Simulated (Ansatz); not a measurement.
```
Tl
1.0
     4.90877    0.00000    0.00000
     0.00000    4.90877    0.00000
     0.00000    0.00000    4.90877
Tl
4
Direct
  0.00000 0.00000 0.00000
  0.50000 0.50000 0.00000
  0.50000 0.00000 0.50000
  0.00000 0.50000 0.50000
```

Space group Fm-3m; set up as Tl, fcc; a generated structure, not necessarily the stable one; changed on purpose from its base cell (volume × 1.04); computed without spin polarisation.

Theory: DFT, PBEsol, plane waves (420 eV) with PAW, scalar-relativistic in Ansatz.

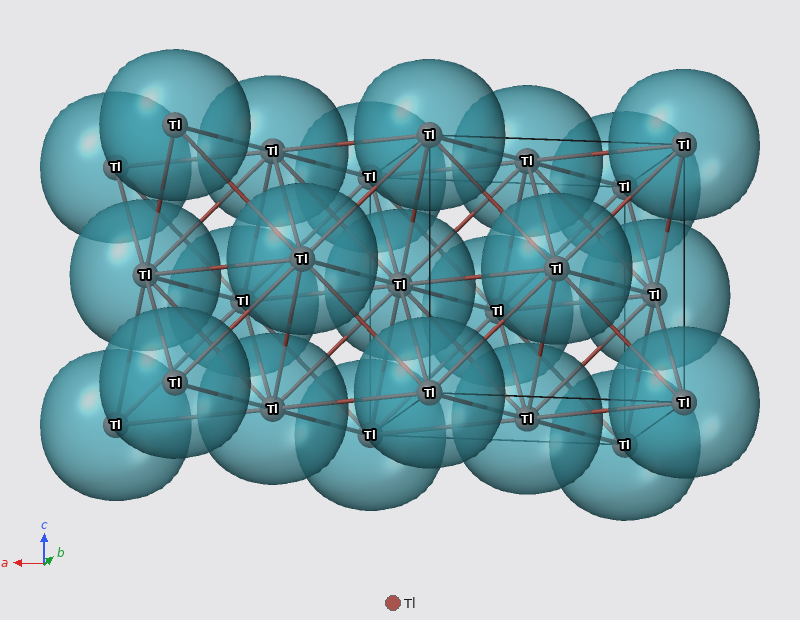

Tl. Isosurface of the valence pseudo-density at 0.15 e/Å³ (cyan), seen at an oblique angle. Sticks mark near contacts.

In a PAW calculation such maps are meaningful between the atoms, not at the nuclei.

> What does this surface tell about the bonding?

At this value the density breaks into separate islands; it holds about 90 % of the electrons treated as valence (semicore included). It bridges none of the near contacts. It is pinched off along the shortest Tl–Tl (3.47 Å) contacts. On the grid the lowest density along these lines, outside the cores, is 0.11 e/Å³ (Tl–Tl, 3.47 Å).

> Does the calculation give a band gap?

It is gapless in this calculation (a metal or semimetal).
